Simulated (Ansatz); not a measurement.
Run report: Ge48N, single-point calculation (part 2 of 2)

Ge48N (defect cell, 49 atoms in the cell); DFT PBE, scalar-relativistic, plane waves, PAW, spin-polarised (Ansatz 0.2.0); cutoff 420 eV, 2×2×2 k-mesh, Gaussian smearing of 0.05 eV, collinear spins. The structure derives from a Materials Project entry.

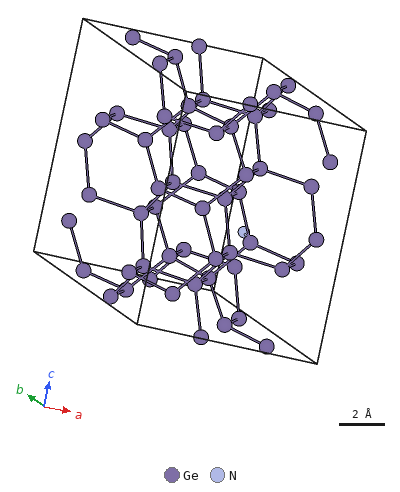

**Figure 1.** The input geometry (ball-and-stick view of the cell of the calculation, seen at an oblique angle). An atom can appear more than once, as a periodic image.

The program's output, continued:
```
  k-point 0 ↑: bands = ["-16.3709", "-16.3687", "-16.3641", "-16.3633", "-16.3626", "-16.3590", "-16.3551", "-16.3524", "-16.3494", "-16.3465", ... 147 levels left out ..., "-16.0865", "-16.0862", "-16.0831", "-16.0823", "-16.0788", "-16.0768", "-16.0749", "-16.0737", "-16.0734", "-16.0726", "-16.0721", "-16.0688", "-16.0638", "-16.0630", "-16.0620", "-16.0618", "-16.0613", "-16.0590", "-16.0546", "-16.0538", "-16.0525", "-16.0507", "-16.0484", "-16.0466", "-16.0425", "-16.0415", "-16.0411", "-16.0388", "-16.0381",
      "-16.0341", "-16.0328", "-16.0310", "-16.0295", "-16.0286", "-16.0278", "-16.0267", "-16.0246", "-16.0243", "-16.0236", "-16.0156", "-16.0146", "-16.0139", "-16.0110", "-16.0105", "-16.0091", "-16.0087", "-16.0062", "-16.0055", "-16.0051", "-16.0033", "-16.0028", "-15.9996", "-15.9980", "-15.9977", "-15.9890", "-15.9883", "-15.9881", "-15.9827", "-15.9820", "-15.9819", "-15.9810", "-15.9809", "-15.9802", "-15.9753", "-15.9743", "-15.9727", "-15.9712", "-15.9706", "-15.9640",
      "-15.9630", "-15.9564", "-15.9538", "-15.9504", "-15.9501", "-15.9387", "-15.9297", "-15.9134", "-15.9091", "-15.9022", "-15.8900", "-15.8875", "-15.8853", "-15.8850", "-6.6498", "-4.1738", "-3.3919", "-3.2627", "-2.8603", "-2.6816", "-2.6677", "-2.6571", "-2.6534", "-2.6472", "-2.6319", "-2.3966", "-2.2127", "-2.0483", "-1.6852", "-1.6628", "-1.6444", "-1.5108", "-1.3731", "-1.3560", "-1.3535", "-1.3488", "-1.2695", "-0.7560", "-0.4506", "-0.2308",
      "0.3019", "0.6013", "0.6651", "0.6813", "0.7041", "0.8028", "0.8728", "0.9574", "0.9730", "0.9922", "1.6671", "1.7961", "2.1072", "2.4050", "2.4111", "2.4167", "2.4217", "2.4258", "2.4586", "2.8854", "3.5309", "3.5612", "3.6848", "4.0512", "4.0525", "4.0752", "4.2943", "4.6345", "4.8728", "4.9967", "5.0262", "5.0891", "5.2700", "5.3141", "5.3370", "5.3434", "5.4240", "5.5404", "5.6222", "5.7893",
      "5.8015", "5.8087", "5.8256", "5.8389", "5.8615", "5.8688", "5.8746", "5.9125", "5.9465", "5.9512", "5.9583", "5.9782", "5.9966", "6.0047", "6.0143", "6.0347", "6.0847", "6.1264", "6.1326", "6.1586", "6.7558", "6.8164", "6.8261", "7.0362", "7.0397", "7.0429", "7.1066", "7.1448", "7.2755", "8.0048", "8.2379", "8.4246", "8.6114", "8.6568", "8.6687", "9.0530", "9.1129", "9.2548", "9.2561", "9.2713",
      "10.1376", "10.1578", "10.2190", "10.4961", "10.6661", "10.6817", "10.7005", "10.7164", "10.7568", "10.7637", "10.7801"]
  k-point 1 ↑: bands = ["-16.3704", "-16.3680", "-16.3635", "-16.3631", "-16.3625", "-16.3603", "-16.3534", "-16.3519", "-16.3496", "-16.3480", ... 147 levels left out ..., "-16.0891", "-16.0872", "-16.0845", "-16.0835", "-16.0804", "-16.0777", "-16.0764", "-16.0748", "-16.0739", "-16.0729", "-16.0726", "-16.0715", "-16.0684", "-16.0674", "-16.0651", "-16.0647", "-16.0607", "-16.0602", "-16.0578", "-16.0556", "-16.0509", "-16.0504", "-16.0502", "-16.0464", "-16.0435", "-16.0434", "-16.0419", "-16.0363", "-16.0348",
      "-16.0340", "-16.0334", "-16.0304", "-16.0301", "-16.0288", "-16.0275", "-16.0270", "-16.0262", "-16.0233", "-16.0216", "-16.0182", "-16.0179", "-16.0149", "-16.0126", "-16.0095", "-16.0074", "-16.0071", "-16.0042", "-16.0034", "-16.0028", "-16.0000", "-15.9993", "-15.9992", "-15.9976", "-15.9943", "-15.9896", "-15.9888", "-15.9854", "-15.9842", "-15.9827", "-15.9827", "-15.9824", "-15.9815", "-15.9808", "-15.9765", "-15.9750", "-15.9736", "-15.9718", "-15.9709", "-15.9638",
      "-15.9633", "-15.9562", "-15.9520", "-15.9511", "-15.9499", "-15.9391", "-15.9297", "-15.9134", "-15.9091", "-15.9022", "-15.8900", "-15.8875", "-15.8854", "-15.8851", "-6.6497", "-4.0404", "-3.8671", "-2.9927", "-2.8610", "-2.8549", "-2.7252", "-2.4100", "-2.3511", "-2.2681", "-2.1387", "-2.1153", "-2.0876", "-2.0850", "-2.0800", "-2.0742", "-2.0384", "-2.0226", "-1.9724", "-1.9519", "-1.1681", "-0.7747", "-0.6617", "-0.4017", "-0.3427", "-0.1929",
      "0.0214", "0.0294", "0.1702", "0.8998", "0.9793", "1.2063", "1.3929", "1.3943", "1.3988", "1.4043", "1.4153", "1.4235", "1.6500", "1.6677", "2.1076", "2.1252", "2.2903", "2.6383", "2.7405", "2.7636", "2.9807", "3.8806", "3.9775", "4.0726", "4.0953", "4.2054", "4.3169", "4.5194", "4.6045", "4.8554", "5.1973", "5.3129", "5.3697", "5.5138", "5.6010", "5.6086", "5.6199", "5.6259", "5.6611", "5.6612",
      "5.6725", "5.6874", "5.7157", "5.7275", "5.8026", "5.8544", "5.8969", "5.9031", "5.9321", "5.9844", "5.9988", "6.0668", "6.0897", "6.1093", "6.1188", "6.1546", "6.1651", "6.2054", "6.2618", "6.3172", "6.4754", "6.4787", "6.5424", "6.7054", "6.7510", "6.7553", "7.1744", "7.2055", "7.7585", "7.7789", "8.1580", "8.1727", "8.1896", "9.5474", "9.6390", "9.6429", "9.6706", "9.6862", "9.7070", "9.7760",
      "9.7927", "9.7967", "9.8378", "9.8908", "9.9038", "9.9737", "10.0552", "10.0763", "10.3468", "10.4940", "10.5291"]
  k-point 2 ↑: bands = ["-16.3674", "-16.3669", "-16.3642", "-16.3635", "-16.3584", "-16.3568", "-16.3557", "-16.3555", "-16.3528", "-16.3522", ... 147 levels left out ..., "-16.0878", "-16.0858", "-16.0836", "-16.0823", "-16.0800", "-16.0790", "-16.0774", "-16.0767", "-16.0756", "-16.0744", "-16.0739", "-16.0706", "-16.0676", "-16.0673", "-16.0646", "-16.0632", "-16.0615", "-16.0581", "-16.0571", "-16.0543", "-16.0533", "-16.0504", "-16.0496", "-16.0471", "-16.0450", "-16.0449", "-16.0425", "-16.0386", "-16.0383",
      "-16.0352", "-16.0323", "-16.0305", "-16.0299", "-16.0279", "-16.0275", "-16.0252", "-16.0242", "-16.0221", "-16.0197", "-16.0183", "-16.0168", "-16.0161", "-16.0147", "-16.0110", "-16.0098", "-16.0080", "-16.0064", "-16.0033", "-16.0023", "-16.0001", "-15.9970", "-15.9959", "-15.9946", "-15.9941", "-15.9909", "-15.9902", "-15.9886", "-15.9878", "-15.9853", "-15.9842", "-15.9837", "-15.9831", "-15.9779", "-15.9770", "-15.9745", "-15.9740", "-15.9714", "-15.9603", "-15.9598",
      "-15.9583", "-15.9570", "-15.9542", "-15.9531", "-15.9480", "-15.9451", "-15.9289", "-15.9120", "-15.9096", "-15.9035", "-15.8897", "-15.8873", "-15.8857", "-15.8852", "-6.6482", "-3.8659", "-3.7354", "-3.4101", "-3.2768", "-2.6794", "-2.6294", "-2.5970", "-2.5592", "-2.5207", "-2.3975", "-2.2298", "-2.1307", "-2.1179", "-1.9784", "-1.9006", "-1.6570", "-1.4408", "-1.3239", "-1.3035", "-1.1738", "-1.0541", "-0.9980", "-0.9549", "-0.2345", "-0.0176",
      "0.2557", "0.3011", "0.3850", "0.5175", "0.5937", "0.6177", "0.8305", "1.0729", "1.3111", "1.4551", "1.6145", "1.6735", "1.8045", "1.8178", "2.1053", "2.1706", "2.2447", "2.2559", "2.6973", "3.5772", "3.9161", "4.1248", "4.1617", "4.2456", "4.2618", "4.2886", "4.4022", "4.4280", "4.4955", "4.5296", "4.7143", "4.7354", "4.9693", "5.0452", "5.2237", "5.2430", "5.2596", "5.3765", "5.3973", "5.4381",
      "5.4561", "5.4906", "5.5160", "5.5724", "5.5972", "5.6285", "5.7559", "5.9624", "6.1332", "6.2249", "6.2366", "6.2917", "6.3884", "6.4152", "6.4536", "6.4874", "6.5226", "6.5896", "6.6204", "6.6573", "6.6906", "6.7210", "6.7921", "7.0380", "7.0875", "7.1374", "7.3718", "7.3980", "7.4625", "7.5260", "7.7177", "7.8210", "8.1327", "9.1497", "9.2995", "9.3521", "9.4238", "9.5122", "9.6036", "9.9222",
      "9.9814", "10.0712", "10.1078", "10.1361", "10.1534", "10.2109", "10.2472", "10.2782", "10.3353", "10.4171", "10.5626"]
  k-point 7 ↓: bands = ["-16.3711", "-16.3662", "-16.3637", "-16.3632", "-16.3618", "-16.3579", "-16.3576", "-16.3538", "-16.3512", "-16.3495", ... 147 levels left out ..., "-16.0830", "-16.0819", "-16.0806", "-16.0799", "-16.0784", "-16.0775", "-16.0744", "-16.0734", "-16.0707", "-16.0703", "-16.0678", "-16.0668", "-16.0647", "-16.0624", "-16.0607", "-16.0607", "-16.0592", "-16.0575", "-16.0553", "-16.0540", "-16.0534", "-16.0519", "-16.0494", "-16.0490", "-16.0446", "-16.0439", "-16.0373", "-16.0361", "-16.0348",
      "-16.0315", "-16.0313", "-16.0295", "-16.0266", "-16.0259", "-16.0247", "-16.0246", "-16.0242", "-16.0212", "-16.0206", "-16.0189", "-16.0171", "-16.0148", "-16.0099", "-16.0097", "-16.0080", "-16.0055", "-16.0053", "-16.0047", "-16.0033", "-16.0028", "-16.0021", "-15.9996", "-15.9975", "-15.9946", "-15.9898", "-15.9878", "-15.9870", "-15.9866", "-15.9851", "-15.9840", "-15.9810", "-15.9785", "-15.9774", "-15.9750", "-15.9705", "-15.9699", "-15.9693", "-15.9664", "-15.9620",
      "-15.9618", "-15.9524", "-15.9500", "-15.9469", "-15.9466", "-15.9392", "-15.9284", "-15.9080", "-15.9074", "-15.9003", "-15.8883", "-15.8847", "-15.8841", "-15.8804", "-6.2953", "-3.5633", "-3.4988", "-3.3881", "-3.3749", "-3.3525", "-3.0611", "-2.7252", "-2.6661", "-2.6504", "-2.4451", "-2.2691", "-2.0375", "-1.7215", "-1.4974", "-1.4175", "-1.2838", "-1.2816", "-1.2520", "-1.1542", "-1.1517", "-1.1500", "-0.8606", "-0.6231", "-0.2438", "-0.1638",
      "-0.0568", "0.2050", "0.3871", "0.4152", "0.4224", "0.6125", "0.6180", "0.6352", "0.6367", "0.7055", "1.5548", "1.6072", "1.8499", "2.2381", "2.4305", "2.4341", "2.7332", "3.3577", "3.7994", "3.9095", "3.9247", "4.0061", "4.0426", "4.0739", "4.0791", "4.1081", "4.1295", "4.1475", "4.2279", "4.2359", "4.2380", "4.2770", "4.6577", "5.0815", "5.1707", "5.1879", "5.2362", "5.3199", "5.4420", "5.4729",
      "5.6641", "5.7496", "5.8097", "5.8491", "5.8874", "5.8893", "5.9118", "5.9289", "5.9910", "6.0294", "6.0898", "6.1131", "6.3076", "6.3541", "6.4837", "6.5463", "6.5991", "6.8338", "6.9701", "6.9755", "6.9816", "6.9975", "7.0377", "7.0673", "7.0965", "7.1361", "7.2231", "7.4050", "7.5126", "7.6682", "7.6951", "7.7861", "8.5291", "9.0197", "9.1206", "9.1525", "9.1920", "9.2145", "9.3720", "9.7599",
      "9.9691", "10.0762", "10.1796", "10.2184", "10.2390", "10.4767", "10.5746", "10.6442", "10.7211", "10.7683", "10.7846"]
--- Löwdin populations: 49 sites ---
  site symbol       q [e]    m [muB]
     0     Ge     13.9732     0.0024
     1     Ge     13.9808     0.0125
     2     Ge     13.9759     0.0083
     3     Ge     13.9497    -0.0008
     4     Ge     13.9793    -0.0002
     5     Ge     13.6262    -0.0078
     6     Ge     13.9493    -0.0007
     7     Ge     13.9760     0.0082
     8     Ge     13.9731     0.0023
     9     Ge     13.9808     0.0124
    10     Ge     13.9777     0.0009
    11     Ge     13.9778     0.0009
    12     Ge     13.9762     0.0019
    13     Ge     13.9855     0.0015
    14     Ge     13.9836     0.0176
    15     Ge     13.9726     0.0344
    16     Ge     13.9731     0.0001
    17     Ge     14.0190    -0.0012
    18     Ge     13.9724     0.0341
    19     Ge     13.9837     0.0178
    20     Ge     13.9762     0.0019
    21     Ge     13.9856     0.0015
    22     Ge     13.9774     0.0034
    23     Ge     13.9775     0.0034
    24     Ge     13.9807     0.0125
    25     Ge     13.9732     0.0024
    26     Ge     13.9497    -0.0008
    27     Ge     13.9759     0.0083
    28     Ge     13.6262    -0.0078
    29     Ge     13.9793    -0.0002
    30     Ge     13.9760     0.0082
    31     Ge     13.9493    -0.0007
    32     Ge     13.9808     0.0125
    33     Ge     13.9730     0.0023
    34     Ge     13.9777     0.0009
    35     Ge     13.9777     0.0009
    36     Ge     13.9762     0.0019
    37     Ge     13.9855     0.0015
    38     Ge     13.9836     0.0177
    39     Ge     13.9727     0.0344
    40     Ge     13.9731     0.0001
    41     Ge     14.0190    -0.0012
    42     Ge     13.9722     0.0342
    43     Ge     13.9836     0.0177
    44     Ge     13.9762     0.0019
    45     Ge     13.9856     0.0015
    46     Ge     13.9774     0.0034
    47     Ge     13.9775     0.0034
    48      N      5.7319     0.3940
  spilling = 0.001571 (of n_electrons = 677.000000)
--- Band densities, each state counted as filled ---
  window                                       electrons  max residual (eV)  cut levels
  e_range: [-0.25, 0.25]             0.625000 + 1.625000             1.5e-6           0
  e_range: [-1.2, 0]                 6.000000 + 5.375000             2.4e-6           0
  e_range: [0, 1.2]                  5.625000 + 6.250000             1.8e-6           0
```

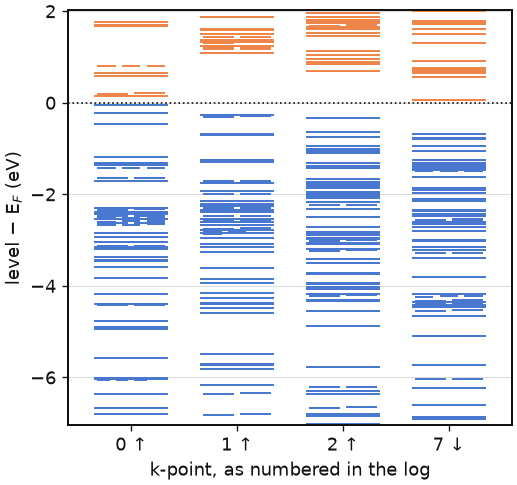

**Figure 2.** Kohn–Sham levels near the Fermi level (dotted) at the few k-points that the log prints; levels within 0.02 eV of each other stand side by side. The system is metallic on the full mesh.

Results in brief:

| quantity | value |
| --- | --- |
| outcome | converged |
| electrons treated | 677 |
| free energy | −206539.1232 eV |
| Fermi energy | 8.465 eV |
| gap on the k-point mesh | none (metallic) |
| net moment of the cell | 0.72 μB |
| integrated absolute moment | 0.81 μB |
| largest force (length of the vector) | 0.009 eV/Å |
| hardware | 8 threads of Arm Neoverse V2, 24 GiB of memory available, shared host |
| wall time | 6.9 min (CPU time 53 min) |
| peak memory | 15 GiB |

Notes on the run: the state was not tested for a lower one.
